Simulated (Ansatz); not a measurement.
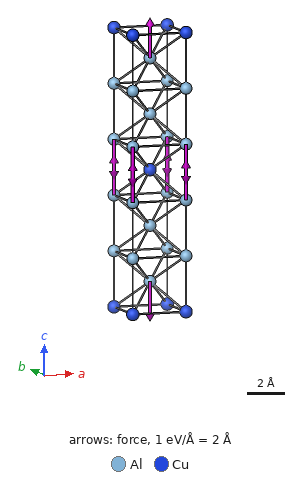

Starting geometry of crystalline Al$_{4}$Cu (a generated structure, set up in I4/mmm) (coarse preliminary run) with the computed forces as purple arrows. A ball-and-stick model of the conventional cell (2 times the calculation's cell), seen slightly off an axis. Lengths and directions refer to the drawn axes.

The calculation used DFT PBE, scalar-relativistic, plane waves, PAW (Ansatz 0.2.0). Set-up: plane-wave cutoff 420 eV; k-point mesh 8 × 8 × 8; occupations gaussian; smearing width 0.1 eV; no spin polarisation; cell and atoms relaxed; force threshold 0.04 eV/Å; at most 70 steps.

### What follows when this structure is relaxed?

It isn't relaxed: the largest force vector, on Al atoms, is 1.13 eV/Å. The atoms end up moving mostly along the starting forces (cosine between the two patterns 0.99). Over 9 accepted moves (12 points after the start) the energy falls by 142 meV per atom. The largest force component goes from 1.1 to 0.015 eV/Å. Pressure: 3.12 GPa at the start and 0.00 GPa at the end. The line search rejected the trial step at point 6 of the run. At 2 points the geometry stayed and the basis and grid were re-selected for the new cell (energy shift of 9.9 meV per atom at most each time). The largest moves relative to the cell, 0.21 Å, are those of Al atoms. Cu stays in place. The volume changes by +1.9 %, with a = b 3.111 → 2.840 Å (−8.7 %), c 15.554 → 19.016 Å (+22.3 %). Among the contacts that change: Al–Al 3.111 → 3.384 Å, Al–Al 3.111 → 2.840 Å, Cu–Cu 3.111 → 2.840 Å, Al–Al 2.694 → 2.888 Å. The space group stays I4/mmm (No. 139). Cost: 120 s on 1 thread of Intel(R) Xeon(R) Processor @ 2.70GHz, on a shared host, peak memory 0.43 GiB.
